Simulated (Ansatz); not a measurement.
Run report: Sn, geometry relaxation

System: Sn (2 atoms in the cell).
Method: DFT PBE, scalar-relativistic, plane waves, PAW, no spin polarisation (Ansatz 0.2.0).

The structure derives from an entry of the Crystallography Open Database. Figures and captions count atoms from 1; the log counts them from 0 in places.

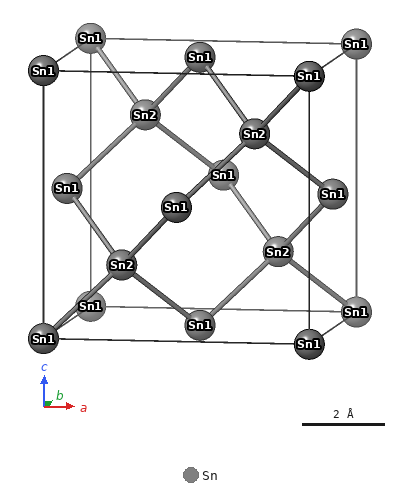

**Figure 1.** The starting structure (ball-and-stick view of the cell 4 times as large as that of the calculation, set on its symmetry axes, seen slightly off an axis; atoms are numbered from 1 in the order of the input). An atom can appear more than once, as a periodic image.

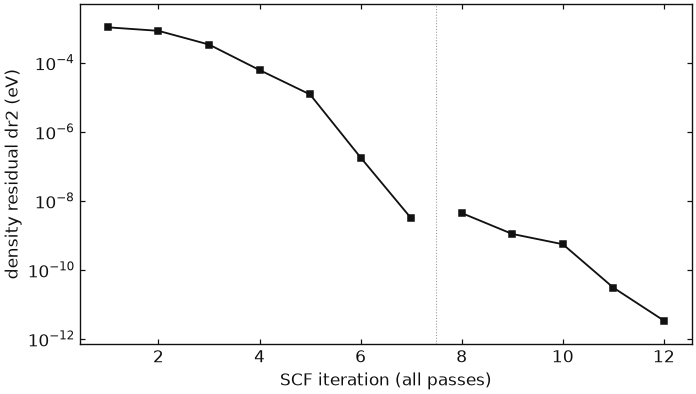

**Figure 2.** Convergence of the self-consistent field: density residual dr2 against the SCF iteration. The dotted lines part the SCF passes of the relaxation: geometry steps, rejected trials and re-solves on a re-selected basis. The passes take 7 and 5 iterations.

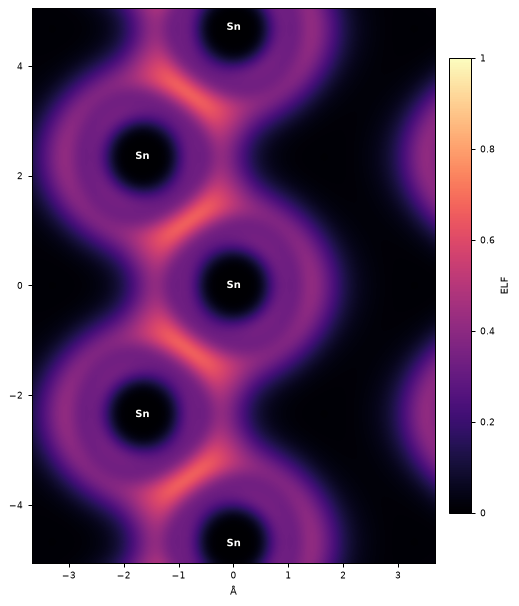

**Figure 3.** ELF on the (011) plane of the conventional cell. The section cuts through Sn sites. Sn–Sn (2.88 Å): the ELF peaks at about 0.65 between the atoms. Core electrons are frozen (PAW), so the fields are smoothed inside the atomic spheres.

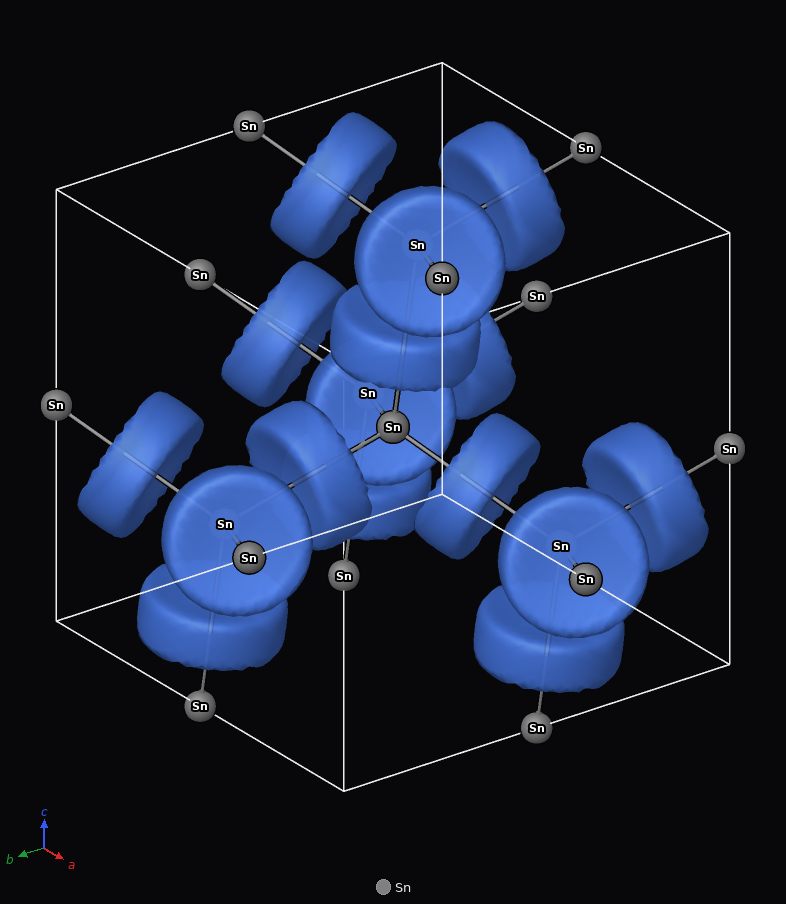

**Figure 4.** Isosurface of the ELF at 0.45 (blue), seen at an oblique angle. Only the valence region is drawn (cores and ρ < 0.01 e/Å³ removed). Sticks mark near contacts. The outline is the cell set on symmetry axes. Along the contacts the grid gives the following. Sn–Sn (2.88 Å): the ELF peaks at about 0.65 between the atoms.

The input that produced these results follows, with the program's output.

## The input
```yaml
crystal:
  lattice:
    - [0.0, 3.3273247529, 3.3273247529]
    - [3.3273247529, 0.0, 3.3273247529]
    - [3.3273247529, 3.3273247529, 0.0]
  atoms:
    - { symbol: Sn, position: [0.0, 0.0, 0.0] }
    - { symbol: Sn, position: [0.25, 0.25, 0.25] }
basis:
  ecutwfc: 420
kpoints:
  mp_grid: { grid: [12, 12, 12] }
hamiltonian:
  xc: pbe
scf:
  occupations: { method: gaussian, width: 0.1 }
output:
  forces: true
  stress: true
  eigenvalues: true
  write_density: true
  write_potential: true
  elf: true
  volumetric_format: npy
relax:
  adjacent_minimum: "off"
  f_tol: 0.005
  max_steps: 80
  cell: { stress_tol: 0.05 }
```

Command:
```bash
ansatz run input.yaml --threads 4 --pin off --max-ram 11264MiB --backend cpu --events-out ev --progress --plain --runs-dir out
```

## The program's output
```
Engine: ansatz 0.2.0, x86_64-unknown-linux-gnu
Pseudopotentials: kind: paw
Pseudopotential: Sn, paw, valence charge 14, recommended cutoff 420 eV (normal), Sn.paw.azcp
Functional definition: PBE
  parameter kappa = 0.804
  parameter beta = 0.06672455060314922
  exchange = pbe_x(kappa = kappa, mu = beta*pi^2/3)
  correlation = pbe_c(beta = beta)
Crystal: 2 atoms, lattice volume = 73.674 Å³
Basis set: ecut = 420 eV, 1459 PW (Γ), exchange–correlation on 64×64×64 points (8 copies of the dense FFT grid, shifted against one another)
Bands: 18, of which v1, the nominal top of the filled ones, is band 14 counted from 1 (13 counted from 0)
Symmetry: 48 space group operations
Space group: Fd-3m (ITA 227), of the structure as read, at distance tolerance 4.2e-5 Å
k-points: 72 of 1728
Non-local potential: Sn, projectors of the file, l = 0: 2, l = 1: 2, l = 2: 2, l = 3: 2
PAW form: soft (Blöchl's): semilocal exchange-correlation on the pseudo side does not see the compensation charge
PAW one-centre angular grid: Sn, 590 points (default); XC on 64 Gauss nodes
Initial density: superposition of atomic densities (neutral atoms: chi_scale 0, normalization atom), corrected by the library's trained network
Initial wavefunctions: pseudopotential atomic-orbital guess
Functional: x = pbe(κ = 0.804, μ = 0.2195149727645171), c = pbe(β = 0.06672455060314922)
SCF iter   1: F=—  HF=-12048.426147 eV  |F-HF|=—  |Δ(HF+E_count)|=         —  Δρ=8.45e-4  dr2=1.05e-3  ethr=1.77e-3  ⟨swp⟩=5.9  Hψ=6709  notcnv=0
preconditioner: auto → Kerker (q_TF=auto, 2.322 Å⁻¹)  [metal: Δε(μ)=0.064 eV  Ē_g=19.870 eV  σ=0.100 eV  W_gap=0.34  n_scr=14 (ndim 8)  ℏωp=22.9 eV  f_vac=0.121  D(μ)=0.26/eV (n_scr^D=0)]
SCF iter   2: F=—  HF=-12048.425113 eV  |F-HF|=—  |Δ(HF+E_count)|=   1.03e-3  Δρ=6.43e-4  dr2=8.31e-4  ethr=3.75e-6  ⟨swp⟩=2.1  Hψ=2813  notcnv=0
SCF iter   3: F=—  HF=-12048.425193 eV  |F-HF|=—  |Δ(HF+E_count)|=   8.02e-5  Δρ=3.82e-4  dr2=3.33e-4  ethr=2.97e-6  ⟨swp⟩=2.7  Hψ=2346  notcnv=0
SCF iter   4: F=—  HF=-12048.425336 eV  |F-HF|=—  |Δ(HF+E_count)|=   1.43e-4  Δρ=2.71e-4  dr2=6.07e-5  ethr=1.19e-6  ⟨swp⟩=3.0  Hψ=2310  notcnv=0
SCF iter   5: F=—  HF=-12048.425380 eV  |F-HF|=—  |Δ(HF+E_count)|=   4.43e-5  Δρ=1.44e-4  dr2=1.19e-5  ethr=2.17e-7  ⟨swp⟩=2.0  Hψ=1586  notcnv=0
SCF iter   6: F=—  HF=-12048.425379 eV  |F-HF|=—  |Δ(HF+E_count)|=   1.54e-6  Δρ=1.59e-5  dr2=1.77e-7  ethr=4.25e-8  ⟨swp⟩=2.0  Hψ=2303  notcnv=0
SCF iter   7: F=-12048.425379 eV  HF=-12048.425379 eV  |F-HF|=1.22e-8  |Δ(HF+E_count)|=   1.74e-7  Δρ=2.54e-6  dr2=3.07e-9  ethr=3.57e-10  ⟨swp⟩=10.4  Hψ=9860  notcnv=0
SCF 1 converged in 7 iterations: F = -12048.425379 eV  dr2 = 3.07e-9
  greatest PAW one-centre occupation: 0.990 electrons in one spin orbital (limit 2), on the Sn atom at site 1 (counted from 0), in its partial waves of l = 2
relax step   1: F+E_penalty+E_count = -12048.42537873 eV  Δ(F+E_penalty+E_count) = +0.000e0 eV  max|allowed force component| = 6.939e-18 eV/Å  Δτ_max = 0.0000 Å  P = +0.015 GPa  Ω = 73.674 Å³  (7 SCF iters, dr2 threshold 1.00e-7 eV, accepted)
Initial density: handed on by an earlier stage of this run
Initial wavefunctions: pseudopotential atomic-orbital guess (no wavefunctions were taken with the density)
iter 1 solved again at ethr=3.31e-7 eV; its pass at ethr=3.10e-3 eV (dr2=9.26e-5 eV) is discarded
SCF iter   1: F=—  HF=-12048.425381 eV  |F-HF|=—  |Δ(HF+E_count)|=         —  Δρ=3.22e-6  dr2=4.35e-9  ethr=3.31e-7  ⟨swp⟩=2.8  Hψ=9728  notcnv=0
eigensolver tolerance schedule: the retry pair's looser diagonalisation over-reported the residual by 21293.98 of it (diagonalisation noise at an unbounded share of the residual, at the tolerance the schedule requests for it); recorded, not acted on — ethr = c·dr2/N_el stays at c = 1.0e-1
preconditioner: auto → Kerker (q_TF=auto, 2.322 Å⁻¹)  [metal: Δε(μ)=0.062 eV  Ē_g=19.892 eV  σ=0.100 eV  W_gap=0.33  n_scr=14 (ndim 8)  ℏωp=22.9 eV  f_vac=0.111  D(μ)=0.26/eV (n_scr^D=0)]
SCF iter   2: F=—  HF=-12048.425379 eV  |F-HF|=—  |Δ(HF+E_count)|=   2.05e-6  Δρ=1.35e-6  dr2=1.08e-9  ethr=1.55e-11  ⟨swp⟩=3.7  Hψ=3382  notcnv=0
SCF iter   3: F=—  HF=-12048.425379 eV  |F-HF|=—  |Δ(HF+E_count)|=   3.87e-9  Δρ=9.28e-7  dr2=5.44e-10  ethr=3.85e-12  ⟨swp⟩=2.0  Hψ=1581  notcnv=0
SCF iter   4: F=—  HF=-12048.425379 eV  |F-HF|=—  |Δ(HF+E_count)|=   4.15e-9  Δρ=1.96e-7  dr2=3.00e-11  ethr=1.94e-12  ⟨swp⟩=2.4  Hψ=1974  notcnv=0
SCF iter   5: F=-12048.425379 eV  HF=-12048.425379 eV  |F-HF|=3.64e-12  |Δ(HF+E_count)|=  5.82e-11  Δρ=5.53e-8  dr2=3.32e-12  ethr=1.00e-12  ⟨swp⟩=6.8  Hψ=6533  notcnv=0
SCF 2 converged in 5 iterations: F = -12048.425379 eV  dr2 = 3.32e-12
relax step   2: F+E_penalty+E_count = -12048.42537874 eV  Δ(F+E_penalty+E_count) = -2.899e-9 eV  max|allowed force component| = 4.626e-18 eV/Å  Δτ_max = 0.0000 Å  P = +0.015 GPa  Ω = 73.674 Å³  stress off target by 1.52e-2 GPa  SCF on the basis re-selected at this cell (its energy is not comparable with the rows above)  (5 SCF iters)
basis re-selected at this cell: Δ(F+E_penalty+E_count) = -2.899e-9 eV, ΔP = +0.000 GPa vs the last step (what re-selecting the basis moved, of the pressure what is left beyond the Pulay correction that the steps carried, after the strain that the cell walked since its last selection, with what the two solves' SCF thresholds leave and, on support functions, any second-order correction that the steps lacked; it is no measure of the basis error at this ecutwfc). This SCF's stress stands 1.52e-2 GPa from its target on what of the cell is left free (relax.cell.stress_tol is 5.00e-2 GPa) and its largest allowed force component is 4.63e-18 eV/Å (relax.f_tol is 5.00e-3 eV/Å): within both
SCF converged after 5 iterations
Free energy (F): -12048.425379 eV
Harris-Foulkes:  -12048.425379 eV  (|F-HF|=3.64e-12)
Internal energy: -12048.424081 eV  (E = F + TS)
E sigma→0 (E₀):  -12048.424730 eV
Entropy (-TS):   -0.001298 eV (-0.649 meV/atom)
Fermi energy:    6.884237 eV
--- Per-component energies (eV) ---
  E_band       = -270.128626
  E_kinetic    = 373.002976
  E_local      = -2393.904310  (includes V_loc(G=0)·N_el)
  E_nonlocal   = -64.173558
  E_hartree    = 1359.978582
  E_xc         = -763.492785
  E_vxc        = -190.164135  (∫ρ·V_xc dr)
  E_paw        = -8275.218120  (= ΣΔE_a)
  E_vpaw       = -714.846778  (= ΣTr[D̂ρ^β])
  E_aug_tail   = -0.000001  (compensation charges beyond the density's cutoff)
  E_ewald      = -2284.616865
  E_smearing   = -0.001298  (= −TS)
  E_closure    = 0.000000  (closes the sum)
  Σ components = -12048.425379   (vs F -12048.425379, Δ=0.00e0)
--- Forces (eV/Å), atoms counted from 1 ---
  atom   1  Sn     0.00000000     0.00000000     0.00000000
  atom   2  Sn     0.00000000     0.00000000     0.00000000
  max |Σ_I F_I| component: 5.55e-17 eV/Å
--- Stress (GPa, compression-positive) ---
        0.015188      -0.000000       0.000000
       -0.000000       0.015188       0.000000
        0.000000       0.000000       0.015188
  P = ⅓ Tr σ = 0.0152 GPa (0.152 kbar)
--- Band table (eV; the first three rows and the last of 72) ---
  k-point 0: bands = ["-14.6451", "-14.6451", "-14.6451", "-14.5954", "-14.5954", "-14.3422", "-14.3422", "-14.3422", "-14.3408", "-14.3408", "-3.2141", "5.7617", "6.9938", "6.9938", "6.9938", "9.0553", "9.0553", "9.0553"]
  k-point 1: bands = ["-14.6495", "-14.6495", "-14.6436", "-14.5893", "-14.5893", "-14.3560", "-14.3560", "-14.3440", "-14.3281", "-14.3281", "-3.1518", "5.1125", "6.8690", "6.8690", "7.2569", "9.2186", "9.2186", "9.2971"]
  k-point 2: bands = ["-14.6581", "-14.6581", "-14.6396", "-14.5765", "-14.5765", "-14.3700", "-14.3700", "-14.3489", "-14.3167", "-14.3167", "-2.9680", "4.0200", "6.5978", "6.5978", "7.2912", "9.5725", "9.5725", "10.0639"]
  k-point 71: bands = ["-14.7012", "-14.7012", "-14.5285", "-14.5285", "-14.4731", "-14.4731", "-14.4377", "-14.4377", "-14.2684", "-14.2684", "-0.3163", "-0.3163", "4.1700", "4.1700", "10.1108", "10.1108", "10.9158", "10.9158"]
--- Relaxed structure (1 steps of the walk, 1 accepted, 1 SCFs on fresh bases) ---
  F+E_penalty+E_count = -12048.42537874 eV   max|allowed force component| = 4.626e-18 eV/Å   (the final SCF, on the basis selected at the relaxed cell)
  cell:  # Å, volume = 73.6742 Å³
    - [0.0, 3.3273247529, 3.3273247529]
    - [3.3273247529, 0.0, 3.3273247529]
    - [3.3273247529, 3.3273247529, 0.0]
  atoms:
    - { symbol: Sn, position: [0.0, 0.0, 0.0] }
    - { symbol: Sn, position: [0.25, 0.25, 0.25] }
```

## Trajectory as extended XYZ (Å, eV, eV/Å), 2 frames, from step=1 to step=2
```
2
Lattice="0.0000 3.3273 3.3273 3.3273 0.0000 3.3273 3.3273 3.3273 0.0000" Properties=species:S:1:pos:R:3:forces:R:3 step=1 energy=-12048.42538 pressure_GPa=0.02
Sn    0.0000    0.0000    0.0000    0.0000   0.0000   0.0000
Sn    1.6637    1.6637    1.6637    0.0000   0.0000   0.0000
2
Lattice="0.0000 3.3273 3.3273 3.3273 0.0000 3.3273 3.3273 3.3273 0.0000" Properties=species:S:1:pos:R:3:forces:R:3 step=2 energy=-12048.42538 pressure_GPa=0.02
Sn    0.0000    0.0000    0.0000    0.0000   0.0000   0.0000
Sn    1.6637    1.6637    1.6637    0.0000   0.0000   0.0000
```

## Summary

```csv
quantity,value
outcome,converged
space group (tolerance 0.01 Å),Fd-3m (227)
electrons treated,28
free energy,−12048.4254 eV
Fermi energy,6.884 eV
gap on the k-point mesh,none (metallic)
pressure,0.02 GPa
final volume,73.67 Å³
largest force (length of the vector) at the end,under 0.001 eV/Å
final cell,"a = 4.706 Å, b = 4.706 Å, c = 4.706 Å, α = 60.00°, β = 60.00°, γ = 60.00°"
hardware,"4 threads of Intel Xeon @ 2.90GHz (Ice Lake), 192 GiB of memory available, shared host"
wall time,3.3 s (CPU time 11 s)
peak memory,0.48 GiB
```
